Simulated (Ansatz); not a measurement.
Sn$_{5}$Ge

Input

```
crystal:
  lattice:
    - [4.5519137646, 0.0, 0.0]
    - [-2.2759568823, 3.9420729559, 0.0]
    - [0.0, 0.0, 11.1084316649]
  atoms:
    - { symbol: Ge, position: [0.0, 0.0, -0.0008948992] }
    - { symbol: Sn, position: [0.6666666667, 0.3333333333, 0.672718372] }
    - { symbol: Sn, position: [0.3333333333, 0.6666666667, 0.3280768602] }
    - { symbol: Sn, position: [0.6666666667, 0.3333333333, 0.9288297058] }
    - { symbol: Sn, position: [0.3333333333, 0.6666666667, 0.5828803769] }
    - { symbol: Sn, position: [0.0, 0.0, 0.2383895844] }
kpoints:
  mp_grid: { grid: [6, 6, 2] }
  band_path:
    path:
      - [0.0, 0.0, 0.0]
      - [0.5, 0.0, 0.0]
      - [0.3333333333, 0.3333333333, 0.0]
      - [0.0, 0.0, 0.5]
      - [0.5, 0.0, 0.5]
      - [0.3333333333, 0.3333333333, 0.5]
      - [0.0, 0.0, 0.05]
    npoints: 1
hamiltonian:
  xc: hse06
scf:
  occupations: { method: fermi_dirac, width: 0.02 }
  n_extra_bands: 5
output:
  forces: true
  stress: true
  eigenvalues: true
  write_density: true
  write_potential: true
  elf: true
  volumetric_format: npy
```

Below, planes, directions and counts refer to the conventional cell (a = 4.55 Å, b = 4.55 Å, c = 11.11 Å, α = 90.00°, β = 90.00°, γ = 120.00°).

Space group P3m1; started from the ordered alloy on diamond lattice prototype, which need not be the ambient phase.

The calculation used DFT, HSE06, plane waves, PAW (Ansatz 0.2.0).

Predict the valence pseudo-density and electron localisation function between the atoms.

Sn–Ge (2.66 Å): ρ is about 0.42 e/Å³ halfway; the ELF peaks at about 0.75 between the atoms (a shared electron pair).

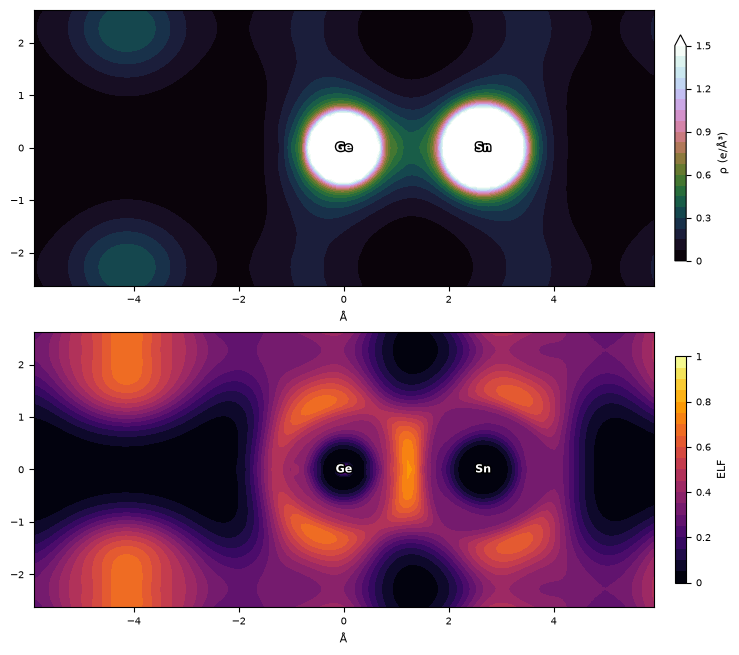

Computed valence pseudo-density and electron localisation function on the (11̄0) plane of the conventional cell, in this order. 

The density is the valence pseudo-density of a PAW calculation; it isn't the true density close to the nuclei.
